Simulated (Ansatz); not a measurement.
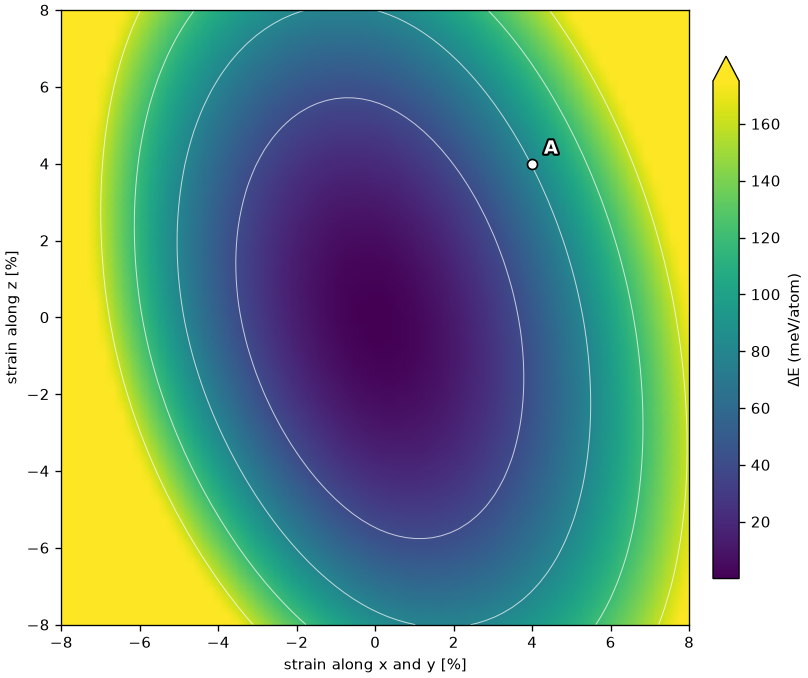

BP (F-43m, No. 216; 2 atoms in the cell). 
- The cell is strained homogeneously, by one strain along x and y and another along z, with fractional coordinates fixed (x, y and z along the cube axes).
- Coordinates scanned: (1) strain along x and y; (2) strain along z.
- The scan uses a 5 × 5 grid.
- Points are written as (first, second).
- All energies are given in meV/atom relative to the lowest grid point.
- The reference cell is the one listed in the database, not relaxed at this level.
- These are results of Ansatz 0.2.0, DFT r2SCAN, scalar-relativistic, plane waves, PAW, not measurements. Settings: cutoff 500 eV, k-mesh 10×10×10, gaussian smearing 0.05 eV, no spin polarisation.

The picture shows a smooth colour map with a few white contour lines, one colour for all values above the top of the scale, the point A. Between grid points the surface is interpolated.

Question: Is A at rest? If not, where is it pushed?

Answer: A, at (4 %, 4 %), is not a stationary point. The computed force is 25 meV/atom for each 1 % towards smaller values of strain along x and y and 13 meV/atom for each 1 % towards smaller values of strain along z.
